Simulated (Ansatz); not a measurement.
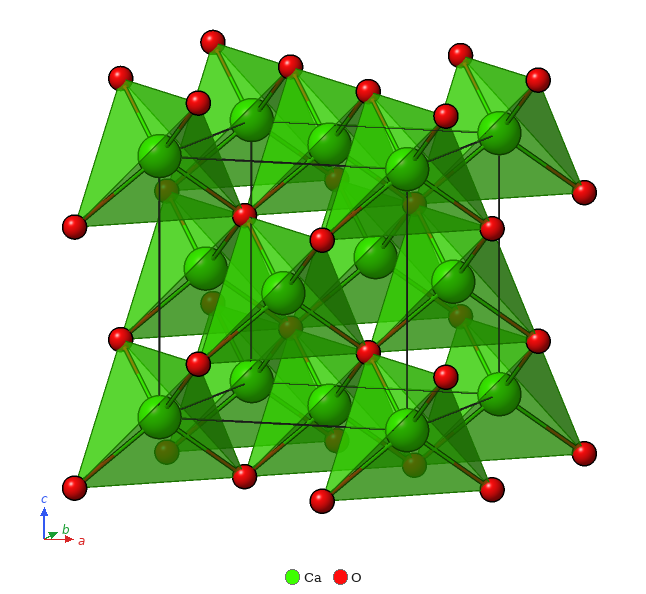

Structure drawing (polyhedral), viewed slightly off an axis. The parallelepiped is the drawn cell (a repeat of the simulation cell). A few atoms beyond the faces are included.

CaO, a = 5.213 Å, b = 5.277 Å, c = 5.213 Å, α = 90.00°, β = 90.00°, γ = 90.00°. Strictly the space group is I-4m2 (No. 119, within 0.01 Å). It is a distorted form of a face-centred cubic structure, space group F-43m (No. 216) within 0.25 Å: zinc blende (sphalerite type). The structure comes from a structure type filled with these elements by a generator (whether the compound takes this form wasn't checked). The cell was then strained or its atoms displaced on purpose. Ansatz was used for an electronic-structure calculation on it.

This one geometry was computed with Ansatz (DFT, plane waves, PAW) at three levels of theory: HSE06, r2SCAN and PBE. It was relaxed with r2SCAN and then strained.

**How does the band gap change with the level of theory?**

PBE: a gap of 3.28 eV, indirect; r2SCAN: a gap of 3.71 eV, indirect; HSE06: a gap of 4.67 eV, indirect.

**Collect the results in a table.**

| level | cutoff (eV) | k-mesh of the run's cell | gap (eV) | pressure (GPa) |
| --- | --- | --- | --- | --- |
| HSE06 | 420 | 6×6×6 | 4.67 | -0.9 |
| r2SCAN | 500 | 8×8×8 | 3.71 | -1.0 |
| PBE | 420 | 8×8×8 | 3.28 | 0.4 |

Gaps are taken on the k-mesh or band path of each run.
